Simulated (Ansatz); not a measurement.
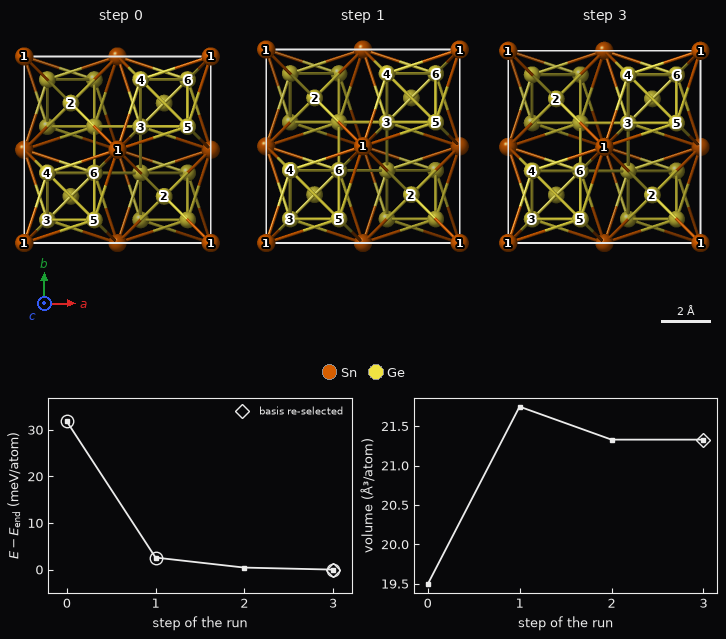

Frames of a relaxation of solid SnGe5 (a generated structure, set up in F-43m) (coarse preliminary run), marked on the history of the run. The picture is a ball-and-stick view of the conventional cell (4 times the calculation's cell), seen along the c axis. Lengths and directions refer to the drawn axes.

Computed with Ansatz 0.2.0, DFT PBE, scalar-relativistic, plane waves, PAW. Settings: plane-wave cutoff 420 eV; k-point mesh 4 × 4 × 4; occupations gaussian; smearing width 0.1 eV; no spin polarisation; cell and atoms relaxed; force threshold 0.04 eV/Å; at most 70 steps.

> Describe the path.

The largest moves relative to the cell, 0.005 Å, are those of Ge3, Ge4, Ge5 and Ge6. Ge6 goes along [−1 −1 1]. Sn stays in place. Cell: a = b = c 7.763 → 8.000 Å (+3.0 %). Volume +9.4 %. Among the contacts that change: Sn1–Ge2 3.361 → 3.464 Å, Sn1–Ge3 3.221 → 3.318 Å, Ge3–Ge4 2.723 → 2.815 Å, Ge3–Ge4 (another image) 2.766 → 2.842 Å. The space group stays F-43m (No. 216). After 2 accepted moves (3 points after the start) the energy has fallen by 31.8 meV per atom. The largest force component goes from 0.07 to 0.017 eV/Å. The pressure goes from 6.27 to −0.21 GPa. At 1 point the geometry stayed and the basis and grid were re-selected for the new cell (energy shift of 0.4 meV per atom at most each time). Cost: 16 s on 1 thread of Intel(R) Xeon(R) Platinum 8259CL CPU @ 2.50GHz (Skylake/Cascade Lake) (shared host), peak memory 0.44 GiB. From step 0 to 1: volume +11.6 %, energy −29.2 meV per atom. From step 1 to 3: volume −1.9 %, energy −2.6 meV per atom.
